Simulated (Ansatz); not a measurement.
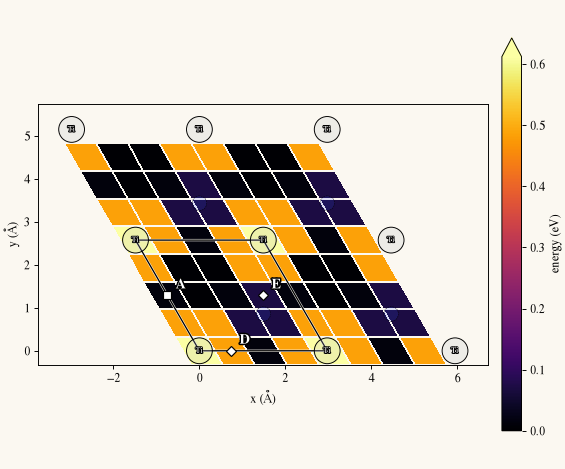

F on a TiN(111) slab cut from the Fm-3m phase (8 atoms of substrate and one adsorbate in a 1 × 1 cell). 
- One F atom a 1 × 1 cell is placed over a mesh of places on the rigid (1 1 1) surface, and only its height is relaxed.
- Places are given modulo a cell vector. The map is drawn in real space over the plane of the surface.
- The grid has 4 × 4 points.
- Energies are in eV, from the lowest grid point.
- This mesh misses the points at thirds of the hexagonal cell. With one adsorbate in each 1 × 1 cell, its nearest image is 3.0 Å away, so neighbouring adsorbates interact.
- All numbers below come from DFT PBEsol, scalar-relativistic, plane waves, PAW (Ansatz).

The picture shows one coloured cell a grid point, labelled circles for the atoms of the top layer and small ones for the second layer, the outline of one cell of the 2 × 2 shown, one colour for all values above the top of the scale, lettered points.

Q: Is D the lowest point of the computed grid?

A: No. D lies 0.485 eV above the lowest grid point, which is at (1/4, 2/4) of the cell vectors [nearest 1 Ti at 1.90 Å].

Q: Rank the lettered points by energy, lowest first.

A: A (0.013 eV), E (0.070 eV), D (0.485 eV).
